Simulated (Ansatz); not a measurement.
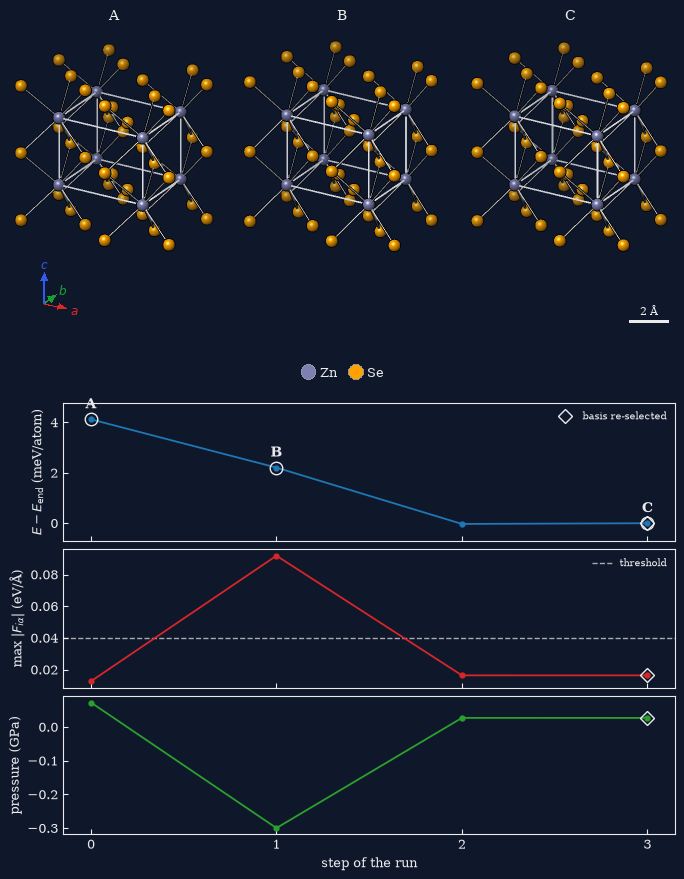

Frames of a relaxation of a crystal of ZnSe5 (a generated structure, set up in P-62m) (coarse preliminary run), marked on the history of the run. Style: ball-and-stick. Shown: the cell of the calculation, slightly off an axis.

Theory: DFT PBE, scalar-relativistic, plane waves, PAW in Ansatz.

The input:
```yaml
crystal:
  lattice:
    - [6.494653645, 0.0, 0.0]
    - [-3.2473268225, 5.6245350453, 0.0]
    - [0.0, 0.0, 3.5892767873]
  atoms:
    - { symbol: Zn, position: [0.0, 0.0, 0.0] }
    - { symbol: Se, position: [0.6666666667, 0.3333333333, 0.0] }
    - { symbol: Se, position: [0.3333333333, 0.6666666667, 0.0] }
    - { symbol: Se, position: [0.0, 0.3126384386, 0.5] }
    - { symbol: Se, position: [0.6873615614, 0.6873615614, 0.5] }
    - { symbol: Se, position: [0.3126384386, 0.0, 0.5] }
basis:
  ecutwfc: 420
kpoints:
  mp_grid: { grid: [3, 3, 6] }
hamiltonian:
  xc: pbe
scf:
  occupations: { method: gaussian, width: 0.1 }
  lower_state_search: "off"
output:
  forces: true
  stress: true
  eigenvalues: true
relax:
  adjacent_minimum: "off"
  f_tol: 0.04
  max_steps: 70
  cell: { stress_tol: 0.4 }
```

Command:
```bash
ansatz run input.yaml --threads 1 --pin off --max-ram 2560MiB --backend cpu --events-out ev --progress --plain --runs-dir out
```

What happens along the run?

Answer. The largest moves relative to the cell, 0.014 Å, are those of Se4, Se5 and Se6. Se6 goes along +a. Zn stays in place. The volume changes by −0.9 %, with a = b 6.495 → 6.392 Å (−1.6 %), c 3.589 → 3.671 Å (+2.3 %). Among the contacts that change: Zn1–Se4 2.710 → 2.723 Å. The space group stays P-62m (No. 189). The energy falls by 4.1 meV per atom in 2 accepted moves (3 points after the start). The largest force component goes from 0.013 to 0.016 eV/Å. The pressure goes from 0.07 to 0.03 GPa. The SCF was repeated once at an unchanged geometry on a basis and grid sized afresh for the cell, which shifted the energy by less than 0.05 meV per atom at most. The run took 45 s on 1 thread of Intel(R) Xeon(R) Platinum 8259CL CPU @ 2.50GHz (Skylake/Cascade Lake), on a shared host, peak memory 0.47 GiB. From step 0 to 1: volume −1.0 %, energy −1.9 meV per atom. From step 1 to 3: volume +0.1 %, energy −2.2 meV per atom.
